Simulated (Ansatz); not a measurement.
Single-point calculation, with input and output: MoS$_{2}$ (part 2 of 2)

The same run, continued: MoS$_{2}$ (R3m, 3 atoms in the cell); DFT PBE, scalar-relativistic, plane waves, PAW, spin-polarised (Ansatz 0.2.0); cutoff 420 eV, 7×7×7 k-mesh, Gaussian smearing of 0.05 eV, collinear spins. The structure derives from an entry of the Crystallography Open Database. It belongs to a series of runs on one base structure; here: random orbitals: harmonics, high filling.

Geometry of the input (Å; fractional positions):
```
1.5815  0.9131  6.1233
-1.5815  0.9131  6.1233
0.0000  -1.8262  6.1233
Mo 0.0000  0.0000  0.0000
S  0.7484  0.7484  0.7484
S  0.5849  0.5849  0.5849
```

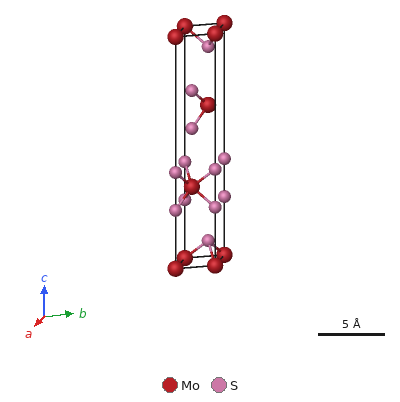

**Figure 1.** The structure as given in the input (ball-and-stick view of the cell 3 times as large as that of the calculation, set on its symmetry axes, seen slightly off an axis).

Log, continued
```
SCF iter   1: F=—  HF=-6746.911132 eV  |F-HF|=—  |Δ(HF+E_count)|=         —  Δρ=9.73e-2 (↑9.73e-2 ↓6.75e-2)  dr2=2.56e1  dr2_m=5.88e-1  M=2.000 μB ∫|m|=2.013 μB  β_m=0.30  ethr=3.10e-3  ⟨swp⟩=6.1  Hψ=21069  notcnv=0
preconditioner: auto → none  [insulator: Δε(μ)=2.702 eV  Ē_g=13.201 eV  σ=0.050 eV  W_gap=1.00  n_scr=16 (ndim 8)  ℏωp=21.6 eV  f_vac=0.003  D(μ)=0.00/eV (n_scr^D=0)  ε∞_Penn≈3.7]
SCF iter   2: F=—  HF=-6739.580961 eV  |F-HF|=—  |Δ(HF+E_count)|=    7.33e0  Δρ=4.70e-2 (↑4.70e-2 ↓3.82e-2)  dr2=3.07e0  dr2_m=2.42e-1  M=2.000 μB ∫|m|=2.006 μB  β_m=0.30  ethr=3.10e-3  ⟨swp⟩=4.7  Hψ=11492  notcnv=0  defer=160
SCF iter   3: F=—  HF=-6738.876029 eV  |F-HF|=—  |Δ(HF+E_count)|=   7.05e-1  Δρ=2.99e-2 (↑2.99e-2 ↓2.37e-2)  dr2=6.12e-1  dr2_m=1.27e-1  M=2.000 μB ∫|m|=2.010 μB  β_m=0.30  ethr=3.10e-3  ⟨swp⟩=3.3  Hψ=7899  notcnv=0  defer=161
SCF iter   4: F=—  HF=-6738.822241 eV  |F-HF|=—  |Δ(HF+E_count)|=   5.38e-2  Δρ=1.57e-2 (↑1.46e-2 ↓1.57e-2)  dr2=1.85e-1  dr2_m=5.29e-2  M=2.000 μB ∫|m|=2.042 μB  β_m=1.00  ethr=2.35e-3  ⟨swp⟩=3.3  Hψ=7097  notcnv=0  defer=162
SCF iter   5: F=—  HF=-6738.987418 eV  |F-HF|=—  |Δ(HF+E_count)|=   1.65e-1  Δρ=1.43e-2 (↑1.43e-2 ↓8.79e-3)  dr2=6.63e-1  dr2_m=6.42e-3  M=2.000 μB ∫|m|=2.023 μB  β_m=0.30  ethr=7.12e-4  ⟨swp⟩=4.1  Hψ=8416  notcnv=0  defer=162
SCF iter   6: F=—  HF=-6738.852034 eV  |F-HF|=—  |Δ(HF+E_count)|=   1.35e-1  Δρ=2.53e-3 (↑2.53e-3 ↓1.94e-3)  dr2=1.92e-2  dr2_m=5.95e-4  M=2.000 μB ∫|m|=2.049 μB  β_m=1.00  ethr=7.12e-4  ⟨swp⟩=3.9  Hψ=8458  notcnv=0  defer=164
SCF iter   7: F=—  HF=-6738.849604 eV  |F-HF|=—  |Δ(HF+E_count)|=   2.43e-3  Δρ=7.25e-4 (↑7.25e-4 ↓7.05e-4)  dr2=1.60e-3  dr2_m=3.50e-5  M=2.000 μB ∫|m|=2.050 μB  β_m=1.00  ethr=7.37e-5  ⟨swp⟩=2.2  Hψ=5042  notcnv=0  defer=163
SCF iter   8: F=—  HF=-6738.849809 eV  |F-HF|=—  |Δ(HF+E_count)|=   2.04e-4  Δρ=3.58e-4 (↑2.87e-4 ↓3.58e-4)  dr2=4.62e-4  dr2_m=3.28e-6  M=2.000 μB ∫|m|=2.050 μB  β_m=0.30  ethr=6.13e-6  ⟨swp⟩=1.7  Hψ=4564  notcnv=0  defer=163
Mixer restart at iter 8: flushing history
spin-set hold released at iteration 8 (site moments contracting): the magnetisation degrees of freedom join the quasi-Newton model from the next iteration; the mixer history was flushed
SCF iter   9: F=—  HF=-6738.849961 eV  |F-HF|=—  |Δ(HF+E_count)|=   1.52e-4  Δρ=2.84e-4 (↑2.84e-4 ↓1.64e-4)  dr2=2.20e-4  dr2_m=1.38e-5  M=2.000 μB ∫|m|=2.048 μB  β_m=0.39  ethr=1.78e-6  ⟨swp⟩=2.3  Hψ=5086  notcnv=0  defer=163
SCF iter  10: F=—  HF=-6738.850092 eV  |F-HF|=—  |Δ(HF+E_count)|=   1.32e-4  Δρ=2.09e-4 (↑1.42e-4 ↓2.09e-4)  dr2=2.23e-4  dr2_m=1.69e-6  M=2.000 μB ∫|m|=2.049 μB  β_m=0.44  ethr=8.47e-7  ⟨swp⟩=2.8  Hψ=6289  notcnv=0  defer=163
SCF iter  11: F=—  HF=-6738.850146 eV  |F-HF|=—  |Δ(HF+E_count)|=   5.40e-5  Δρ=6.45e-5 (↑6.45e-5 ↓3.92e-5)  dr2=1.84e-6  dr2_m=1.23e-6  M=2.000 μB ∫|m|=2.047 μB  β_m=0.46  ethr=8.47e-7  ⟨swp⟩=2.1  Hψ=4516  notcnv=0  defer=163
SCF iter  12: F=—  HF=-6738.850148 eV  |F-HF|=—  |Δ(HF+E_count)|=   1.11e-6  Δρ=3.74e-5 (↑3.74e-5 ↓2.80e-5)  dr2=2.45e-7  dr2_m=4.90e-7  M=2.000 μB ∫|m|=2.047 μB  β_m=0.68  ethr=7.09e-9  ⟨swp⟩=2.0  Hψ=6056  notcnv=0  defer=163
SCF iter  13: F=—  HF=-6738.850148 eV  |F-HF|=—  |Δ(HF+E_count)|=   7.77e-7  Δρ=2.32e-5 (↑2.32e-5 ↓1.25e-5)  dr2=1.24e-6  dr2_m=8.72e-8  M=2.000 μB ∫|m|=2.047 μB  β_m=0.68  ethr=9.41e-10  ⟨swp⟩=3.7  Hψ=7973  notcnv=0  defer=162
Mixer restart at iter 13: flushing history
SCF iter  14: F=—  HF=-6770.750846 eV  |F-HF|=—  |Δ(HF+E_count)|=         —  Δρ=1.44e-1 (↑1.02e-1 ↓1.44e-1)  dr2=7.22e1  dr2_m=8.68e-1  M=0.202 μB ∫|m|=0.716 μB  β_m=0.68  ethr=9.41e-10  ⟨swp⟩=9.1  Hψ=28049  notcnv=0  defer=124
SCF iter  15: F=—  HF=-6851.341054 eV  |F-HF|=—  |Δ(HF+E_count)|=    8.06e1  Δρ=2.29e-1 (↑2.29e-1 ↓1.88e-1)  dr2=3.73e2  dr2_m=3.54e-1  M=0.002 μB ∫|m|=0.065 μB  β_m=0.00  ethr=9.41e-10  ⟨swp⟩=14.6  Hψ=48656  notcnv=0  defer=178  recentre
SCF iter  16: F=—  HF=-6770.645410 eV  |F-HF|=—  |Δ(HF+E_count)|=    8.07e1  Δρ=1.43e-1 (↑1.01e-1 ↓1.43e-1)  dr2=7.13e1  dr2_m=8.61e-1  M=0.207 μB ∫|m|=0.718 μB  β_m=0.00  ethr=9.41e-10  ⟨swp⟩=10.1  Hψ=34211  notcnv=0  defer=162
SCF iter  17: F=—  HF=-6770.585607 eV  |F-HF|=—  |Δ(HF+E_count)|=   5.98e-2  Δρ=1.42e-1 (↑1.01e-1 ↓1.42e-1)  dr2=7.08e1  dr2_m=8.55e-1  M=0.209 μB ∫|m|=0.719 μB  β_m=0.00  ethr=9.41e-10  ⟨swp⟩=5.1  Hψ=13992  notcnv=0  defer=105
SCF iter  18: F=—  HF=-6770.468964 eV  |F-HF|=—  |Δ(HF+E_count)|=   1.17e-1  Δρ=1.41e-1 (↑1.00e-1 ↓1.41e-1)  dr2=6.98e1  dr2_m=8.57e-1  M=0.209 μB ∫|m|=0.723 μB  β_m=0.00  ethr=9.41e-10  ⟨swp⟩=5.1  Hψ=13996  notcnv=0  defer=105
SCF iter  19: F=—  HF=-6770.143952 eV  |F-HF|=—  |Δ(HF+E_count)|=   3.25e-1  Δρ=1.39e-1 (↑9.87e-2 ↓1.39e-1)  dr2=6.70e1  dr2_m=8.58e-1  M=0.235 μB ∫|m|=0.762 μB  β_m=0.00  ethr=9.41e-10  ⟨swp⟩=6.2  Hψ=13015  notcnv=0  defer=105
SCF iter  20: F=—  HF=-6769.557033 eV  |F-HF|=—  |Δ(HF+E_count)|=   5.87e-1  Δρ=1.35e-1 (↑9.58e-2 ↓1.35e-1)  dr2=6.18e1  dr2_m=8.58e-1  M=0.211 μB ∫|m|=0.796 μB  β_m=0.00  ethr=9.41e-10  ⟨swp⟩=7.1  Hψ=15820  notcnv=0  defer=105
SCF iter  21: F=—  HF=-6768.204312 eV  |F-HF|=—  |Δ(HF+E_count)|=    1.35e0  Δρ=1.24e-1 (↑8.95e-2 ↓1.24e-1)  dr2=4.95e1  dr2_m=8.22e-1  M=0.240 μB ∫|m|=0.866 μB  β_m=0.00  ethr=9.41e-10  ⟨swp⟩=7.5  Hψ=18342  notcnv=0  defer=113
SCF iter  22: F=—  HF=-6765.251749 eV  |F-HF|=—  |Δ(HF+E_count)|=    2.95e0  Δρ=1.01e-1 (↑7.08e-2 ↓1.01e-1)  dr2=2.53e1  dr2_m=8.39e-1  M=0.282 μB ∫|m|=0.929 μB  β_m=0.01  ethr=9.41e-10  ⟨swp⟩=7.6  Hψ=21247  notcnv=0  defer=151
SCF iter  23: F=—  HF=-6762.136727 eV  |F-HF|=—  |Δ(HF+E_count)|=    3.12e0  Δρ=6.44e-2 (↑6.26e-2 ↓6.44e-2)  dr2=2.08e0  dr2_m=1.36e0  M=0.018 μB ∫|m|=0.824 μB  β_m=0.07  ethr=9.41e-10  ⟨swp⟩=8.3  Hψ=24561  notcnv=0  defer=157
SCF iter  24: F=—  HF=-6761.852369 eV  |F-HF|=—  |Δ(HF+E_count)|=   2.84e-1  Δρ=6.33e-2 (↑6.33e-2 ↓5.61e-2)  dr2=9.40e-1  dr2_m=1.32e0  M=0.016 μB ∫|m|=0.773 μB  β_m=0.23  ethr=9.41e-10  ⟨swp⟩=7.3  Hψ=20023  notcnv=0  defer=191
SCF iter  25: F=—  HF=-6762.175492 eV  |F-HF|=—  |Δ(HF+E_count)|=   3.23e-1  Δρ=4.24e-2 (↑4.24e-2 ↓4.14e-2)  dr2=2.71e-1  dr2_m=7.05e-1  M=0.005 μB ∫|m|=0.609 μB  β_m=0.41  ethr=9.41e-10  ⟨swp⟩=7.0  Hψ=18688  notcnv=0  defer=191
SCF iter  26: F=—  HF=-6762.622444 eV  |F-HF|=—  |Δ(HF+E_count)|=   4.47e-1  Δρ=1.70e-2 (↑1.42e-2 ↓1.70e-2)  dr2=1.08e-1  dr2_m=1.01e-1  M=0.000 μB ∫|m|=0.303 μB  β_m=0.49  ethr=9.41e-10  ⟨swp⟩=7.1  Hψ=18708  notcnv=0  defer=191
SCF iter  27: F=—  HF=-6762.681709 eV  |F-HF|=—  |Δ(HF+E_count)|=   5.93e-2  Δρ=8.33e-3 (↑8.33e-3 ↓6.91e-3)  dr2=8.81e-2  dr2_m=2.15e-2  M=0.000 μB ∫|m|=0.166 μB  β_m=0.46  ethr=9.41e-10  ⟨swp⟩=7.0  Hψ=18770  notcnv=0  defer=200
SCF iter  28: F=—  HF=-6762.682710 eV  |F-HF|=—  |Δ(HF+E_count)|=   1.00e-3  Δρ=3.51e-3 (↑3.51e-3 ↓1.63e-3)  dr2=7.14e-3  dr2_m=2.74e-3  M=0.000 μB ∫|m|=0.066 μB  β_m=0.63  ethr=9.41e-10  ⟨swp⟩=6.4  Hψ=16492  notcnv=0  defer=200
SCF iter  29: F=—  HF=-6762.684438 eV  |F-HF|=—  |Δ(HF+E_count)|=   1.73e-3  Δρ=1.20e-3 (↑1.20e-3 ↓8.77e-4)  dr2=2.84e-4  dr2_m=4.78e-4  M=0.000 μB ∫|m|=0.029 μB  β_m=0.79  ethr=9.41e-10  ⟨swp⟩=5.7  Hψ=12649  notcnv=0  defer=200
SCF iter  30: F=—  HF=-6762.685075 eV  |F-HF|=—  |Δ(HF+E_count)|=   6.37e-4  Δρ=1.92e-4 (↑1.38e-4 ↓1.92e-4)  dr2=3.31e-5  dr2_m=9.72e-6  M=0.000 μB ∫|m|=0.004 μB  β_m=0.80  ethr=9.41e-10  ⟨swp⟩=5.0  Hψ=11163  notcnv=0  defer=200
SCF iter  31: F=—  HF=-6762.685087 eV  |F-HF|=—  |Δ(HF+E_count)|=   1.23e-5  Δρ=5.26e-5 (↑5.26e-5 ↓5.24e-5)  dr2=6.71e-6  dr2_m=8.04e-7  M=0.000 μB ∫|m|=0.001 μB  β_m=0.76  ethr=9.41e-10  ⟨swp⟩=4.2  Hψ=9531  notcnv=0  defer=200
SCF iter  32: F=—  HF=-6762.685088 eV  |F-HF|=—  |Δ(HF+E_count)|=   2.59e-7  Δρ=2.03e-5 (↑1.55e-5 ↓2.03e-5)  dr2=6.79e-8  dr2_m=1.44e-7  M=0.000 μB ∫|m|=0.000 μB  β_m=0.83  ethr=3.85e-10  ⟨swp⟩=15.2  Hψ=34677  notcnv=0
iter 33 did not close the SCF: its close was put off for a magnetic moment that had not settled (scf_convergence_deferred on its scf_iter line)
SCF iter  33: F=-6762.685088 eV  HF=-6762.685088 eV  |F-HF|=3.46e-8  |Δ(HF+E_count)|=   3.02e-7  Δρ=6.53e-6 (↑6.23e-6 ↓6.53e-6)  dr2=6.20e-8  dr2_m=1.14e-8  M=0.000 μB ∫|m|=0.000 μB  β_m=0.73  ethr=2.61e-10  ⟨swp⟩=9.7  Hψ=23789  notcnv=0
iter 34 did not close the SCF: its close was put off for a magnetic moment that had not settled (scf_convergence_deferred on its scf_iter line)
SCF iter  34: F=-6762.685088 eV  HF=-6762.685088 eV  |F-HF|=2.56e-9  |Δ(HF+E_count)|=   7.95e-9  Δρ=1.50e-6 (↑1.50e-6 ↓1.18e-6)  dr2=4.14e-9  dr2_m=6.50e-10  M=0.000 μB ∫|m|=0.000 μB  β_m=0.68  ethr=2.38e-10  ⟨swp⟩=6.8  Hψ=22234  notcnv=0
iter 35 did not close the SCF: its close was put off for a magnetic moment that had not settled (scf_convergence_deferred on its scf_iter line)
SCF iter  35: F=-6762.685088 eV  HF=-6762.685088 eV  |F-HF|=5.82e-11  |Δ(HF+E_count)|=  5.32e-10  Δρ=4.59e-7 (↑4.49e-7 ↓4.59e-7)  dr2=1.11e-10  dr2_m=7.82e-11  M=0.000 μB ∫|m|=0.000 μB  β_m=0.69  ethr=1.59e-11  ⟨swp⟩=6.0  Hψ=20247  notcnv=0
SCF iter  36: F=-6762.685088 eV  HF=-6762.685088 eV  |F-HF|=7.46e-11  |Δ(HF+E_count)|=  1.56e-10  Δρ=2.04e-7 (↑2.04e-7 ↓1.84e-7)  dr2=9.75e-11  dr2_m=9.88e-12  M=0.000 μB ∫|m|=0.000 μB  ethr=1.00e-12  ⟨swp⟩=5.0  Hψ=18297  notcnv=0
WARN: the starting moments were not kept: the SCF closed with an absolute magnetisation of 3.5e-6 μB, where they sum to 2 μB in size (1 site). That is at most 0.1 of that sum. Measured as dr2_m measures the in/out step, that magnetisation stands 1.4e-12 eV from none, at or under the dr2_threshold of 1.0e-7 eV: it is no larger than a step whose dr2_m would equal this threshold. The system may hold no moment; this SCF shows only that its start led to no more than that. To try another start: raise the starting moments (crystal.atoms[].spin, magnetization.per_species, magnetization.initial_magnetization, or on a non-collinear deck that types none of these the spinor_matrix: blocks that start its atoms; where the total moment is fixed, keep their sum and leave initial_magnetization as it is; typed ones take the place of any that the run laid by itself, positive ones on a crystal's lanthanoids without a Hubbard term where scf.initial_density.shell_occupations: [] is typed) or, if the notice of its spin-set hold's release reads "site moments contracting" or "site moments show no strong build", lengthen the hold (scf.mixing.spin_hold: { on: { confirm: 4 } }; for m-r²SCAN on two components see the key's manual first). Each may lead to a state that holds a moment. A second SCF, from the converged charge density, with the starting moments and any scf.initial_density.shell_occupations laid on it anew, would have followed, and was not run: the deck does not ask for one (magnetization.retry_lost_moments is false, the default). To let it run, set magnetization.retry_lost_moments: true and run the deck again, where that key's refused combinations let it; where memory then withholds it, that run's warning says so.
WARN: hamiltonian.hubbard: on 2 of 2 specified blocks the occupation matrix of this SCF's result fails the test of the specified filling. At site 0 ↑ (sites count from 0 in the list of atoms of the cell that this SCF solves) the least filled combination of the orbitals specified full has occupation 0.479, and the fullest combination of the orbitals specified empty has occupation 0.583; the filling counts as kept where the first is at least 0.75 and exceeds the second by more than 0.25. The same holds at site 0 ↓. The state of this SCF's result may not hold the specified filling, though these bounds can also misjudge a state that does. This warning does not say which state is lower in energy, or whether the specified filling is a self-consistent state at all; see hamiltonian.hubbard.sites[].starting_ns, Limitations, and scf.initial_density.shell_occupations in the input reference
SCF 1 converged in 36 iterations: F = -6762.685088 eV  dr2 = 9.75e-11
  greatest PAW one-centre occupation: 0.998 electrons in one spin orbital (limit 2), on the Mo atom at site 0 (counted from 0), in its partial waves of l = 0
SCF converged after 36 iterations
Magnetization: 0.0000 μB (13.0000 up, 13.0000 down)
Absolute magnetization: 0.0000 μB (∫|ρ↑−ρ↓|, with the PAW one-centre terms)
Spin contamination: 0.0000 ħ² per cell (⟨S²⟩ above its minimum at these occupations)
Per-site moments (μB) at R_I (Å): [(-3.164195127047958e-7, 0.9752095162014335), (1.7863714159276795e-7, 0.9752095162014335), (2.985992611079375e-7, 0.9753699509158852)]
Free energy (F): -6762.685088 eV
Harris-Foulkes:  -6762.685088 eV  (|F-HF|=7.46e-11)
Internal energy: -6762.685088 eV  (E = F + TS)
E sigma→0 (E₀):  -6762.685088 eV
Fermi energy:    11.708396 eV
--- Per-component energies (eV) ---
  E_band       = -154.831514
  E_kinetic    = 660.137475
  E_local      = -2029.160456  (includes V_loc(G=0)·N_el)
  E_nonlocal   = 199.515045
  E_hartree    = 787.655377
  E_xc         = -379.931077
  E_vxc        = -406.914138  (∫ρ·V_xc dr)
  E_paw        = -4401.843993  (= ΣΔE_a)
  E_vpaw       = -153.719970  (= ΣTr[D̂ρ^β])
  E_aug_tail   = 0.000036  (compensation charges beyond the density's cutoff)
  E_ewald      = -1599.057495
  E_smearing   = -0.000000  (= −TS)
  E_closure    = 0.000000  (closes the sum)
  Σ components = -6762.685088   (vs F -6762.685088, Δ=0.00e0)
--- Specified on-site occupations, and those of the state reported ---
  electrons in the specified blocks: 2.1000 specified, 5.2175 found
  site 0 (l=d) ↑: largest change of an orbital's occupation 0.5633; electrons 2.0000 specified, 2.6088 found; spectral distance 1.0129
  site 0 (l=d) ↓: largest change of an orbital's occupation 0.5633; electrons 0.1000 specified, 2.6088 found; spectral distance 1.1253
--- Forces (eV/Å), atoms counted from 1 ---
  atom   1  Mo     0.00000000     0.00000054    -0.00257887
  atom   2  S      0.00000000     0.00000025     1.29074817
  atom   3  S      0.00000000     0.00000026    -1.28817130
  max |Σ_I F_I| component: 2.00e-6 eV/Å
--- Stress (GPa, compression-positive) ---
        6.934174       0.000000       0.000000
        0.000000       6.934170      -0.000000
        0.000000      -0.000000      13.923407
  P = ⅓ Tr σ = 9.2639 GPa (92.639 kbar)
--- Band table (eV; the first three rows and the last of 200) ---
  k-point 0 ↑: bands = ["-50.4466", "-24.6188", "-24.4039", "-24.4039", "-4.1189", "-2.2779", "4.0310", "7.3938", "7.3938", "8.5968", "8.5968", "9.9300", "10.0925", "13.1554", "13.1554", "13.6717", "13.6717", "16.5196"]
  k-point 1 ↑: bands = ["-50.4387", "-24.6026", "-24.4841", "-24.4219", "-3.8059", "-2.1967", "4.3644", "6.8336", "7.7229", "7.7652", "8.1553", "9.9121", "10.1573", "12.8753", "13.1480", "13.3420", "13.6647", "17.7873"]
  k-point 2 ↑: bands = ["-50.4209", "-24.6605", "-24.5663", "-24.4622", "-3.0187", "-1.9933", "4.7454", "6.1574", "6.5707", "7.4086", "8.5194", "9.3447", "9.4726", "12.5212", "12.8339", "13.9788", "14.4156", "18.4437"]
  k-point 99 ↓: bands = ["-50.4387", "-24.6027", "-24.4841", "-24.4219", "-3.6041", "-2.5327", "5.2306", "6.8280", "7.0621", "7.7052", "8.1839", "8.9645", "10.6326", "12.9894", "13.2153", "13.3750", "13.7676", "17.8325"]
Occupation matrices written to [file]
--- Löwdin populations: 3 sites ---
  site symbol       q [e]    m [muB]
     0     Mo     13.7137    -0.0000
     1      S      6.0383     0.0000
     2      S      6.0413     0.0000
  spilling = 0.007949 (of n_electrons = 26.000000)
--- Occupation matrices: 1 shell (run DFT+U table (all-electron-ortho-atomic); ε = 2.00e-2, provisional) ---
  Mo0 d_4D: site group C3v (3m)
  Mo0 d_4D up     Tr n = 2.6088  λ = 0.479 0.479 0.533 0.533 0.583  [2× xz 0.50 E(1.00) | 2× x2-y2 0.50 E(1.00) | z2 1.00 A1(1.00)]
  Mo0 d_4D dn     Tr n = 2.6088  λ = 0.479 0.479 0.533 0.533 0.583  [2× xz 0.50 E(1.00) | 2× x2-y2 0.50 E(1.00) | z2 1.00 A1(1.00)]
  specified occupation → Mo0 d_4D up: matrix, ‖Δ‖_F = 1.1060, Tr Δ = -0.6088, displaced = 1.2316, d_λ = 1.0129; orbital distance = 1.5811
  specified occupation → Mo0 d_4D dn: matrix, ‖Δ‖_F = 1.1253, Tr Δ = -2.5088, displaced = 1.2544, d_λ = 1.1253; orbital distance = 0.0000
  Tr n, λ and their labels are of the run-group-symmetrised matrices; stabiliser: 12 of 12 elements of G0×{1,Θ} (closed), max defect 1.3e-6 at τ = 4.2e-3
```

Summary

- outcome: converged
- space group (tolerance 0.01 Å): R3m (160)
- electrons treated: 26
- free energy: −6762.6851 eV
- Fermi energy: 11.708 eV
- gap on the k-point mesh: 0.94 eV
- net moment of the cell: 0.00 μB
- integrated absolute moment: 0.00 μB
- pressure: 9.26 GPa
- largest force (length of the vector): 1.291 eV/Å
- hardware: 2 threads of Intel Xeon (Sapphire Rapids), 64 GiB of memory available, shared host
- wall time: 51 s (CPU time 96 s)
- peak memory: 0.6 GiB

Notes

Warnings of the run: some starting moments were not kept; the typed occupations were not kept; the occupation matrices lower the symmetry.
